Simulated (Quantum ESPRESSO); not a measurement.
# A series of single points on Pd

System: Pd (1 atom in the cell).
Method: Kohn-Sham DFT of a periodic cell, PBE, SSSP 1.3 efficiency PBE, no spin polarisation (Quantum ESPRESSO 7.5).

The 7 runs differ only in the geometry, by an even scaling of the cell at fixed fractional positions. The structure derives from a Materials Project entry.

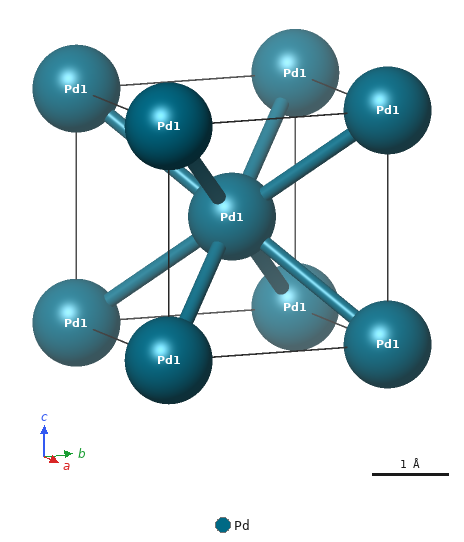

Figure 1. The structure of run 4 (ball-and-stick view of the cell 2 times as large as that of the calculation, set on its symmetry axes, seen slightly off an axis; atoms are numbered from 1 in the order of the input).

## Input of run 4
```
&CONTROL
  calculation = 'scf'
  prefix = 'pwscf'
  outdir = './tmp'
  pseudo_dir = './pseudo'
  tprnfor = .true.
  tstress = .true.
  disk_io = 'nowf'
/
&SYSTEM
  ibrav = 0
  nat = 1
  ntyp = 1
  ecutwfc = 60
  nbnd = 15
  occupations = 'smearing'
  smearing = 'fd'
  degauss = 0.00367493
/
&ELECTRONS
  conv_thr = 2d-10
  electron_maxstep = 120
  mixing_beta = 0.5
/
ATOMIC_SPECIES
Pd   106.4200 Pd_ONCV_PBE-1.0.oncvpsp.upf
CELL_PARAMETERS angstrom
  -1.5722810000    1.5722810000    1.5722810000
   1.5722810000   -1.5722810000    1.5722810000
   1.5722810000    1.5722810000   -1.5722810000
ATOMIC_POSITIONS crystal
Pd     0.0000000000    0.0000000000    0.0000000000
K_POINTS automatic
12 12 12 0 0 0
```

Command:
```bash
OMP_NUM_THREADS=1 pw.x -in pw.in > pw.out
```

Run 2 differs from it as follows:
```diff
-  -1.5722810000    1.5722810000    1.5722810000
-   1.5722810000   -1.5722810000    1.5722810000
-   1.5722810000    1.5722810000   -1.5722810000
+  -1.5510313546    1.5510313546    1.5510313546
+   1.5510313546   -1.5510313546    1.5510313546
+   1.5510313546    1.5510313546   -1.5510313546
```

## Results, with one run withheld

| run | volume per atom (Å³) | free energy per atom, from the lowest run given (meV) | pressure (GPa) |
| --- | --- | --- | --- |
| 1 | 14.614 | 24.81 | 10.30 |
| 2 | 14.925 | ? | ? |
| 3 | 15.236 | 0.91 | 2.04 |
| 4 | 15.547 | 0.00 | −1.35 |
| 5 | 15.858 | 5.24 | −4.32 |
| 6 | 16.169 | 15.88 | −6.91 |
| 7 | 16.480 | 31.21 | −9.18 |

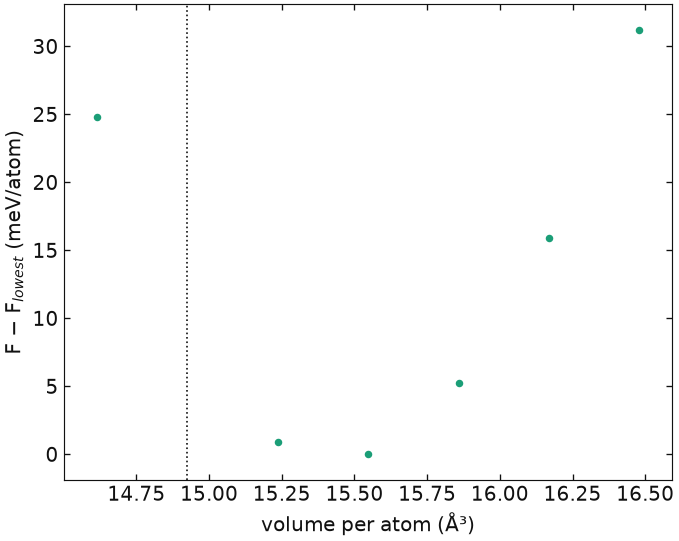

Figure 2. Free energy per atom of the runs given; the dotted line marks run 2.

Estimate the energy of run 2 from the others.

A cubic polynomial in V^(−2/3) (the Birch–Murnaghan form), fitted to the 6 runs given, misses them by at most 0.01 meV per atom. With x = V^(−2/3) − 0.15996 Å⁻², it reads F = 0.84182 − 1853.3 x + 6.7295e+05 x² + 3.4005e+06 x³ (meV per atom). At run 2 it gives 8.85 meV per atom, and the run itself gives 8.86. The slope of the fit gives a pressure −dF/dV of 6.07 GPa there, and the run prints 5.90 GPa. The two needn't agree exactly: the fit is approximate, and the printed stress is taken on a finite basis. The fit has its minimum at 15.433 Å³ per atom, where V d²F/dV² gives 165 GPa: the bulk modulus at this level, since symmetry fixes the shape and the positions.

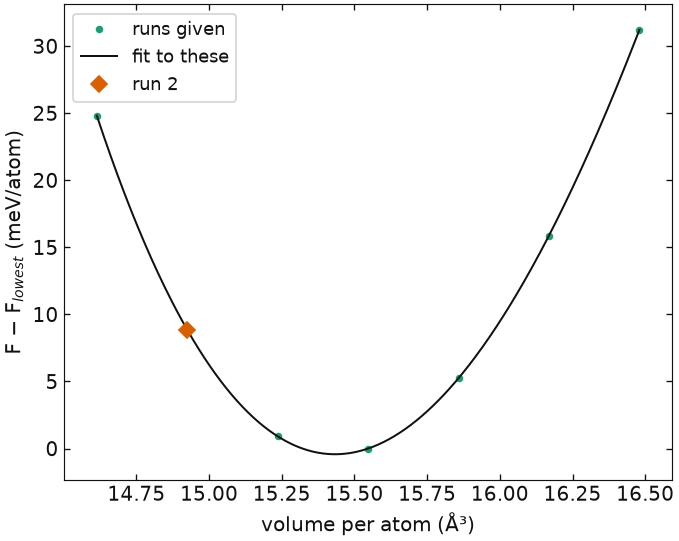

Figure 3. The fit and the withheld run.

## Some lines of the output (run 2)
```
[...]
     number of k points=    72  Fermi-Dirac smearing, width (Ry)=  0.0037
     total energy              =    -253.19954296 Ry
     total energy              =    -253.20282009 Ry
     total energy              =    -253.20303565 Ry
     total energy              =    -253.20305775 Ry
     total energy              =    -253.20305776 Ry
     total energy              =    -253.20305795 Ry
     total energy              =    -253.20305796 Ry
     total energy              =    -253.20305797 Ry
     the Fermi energy is    19.7589 ev
!    total energy              =    -253.20305797 Ry
     The total energy is F=E-TS. E is the sum of the following terms:
     Computing stress (Cartesian axis) and pressure
          total   stress  (Ry/bohr**3)                   (kbar)     P=       59.02
```
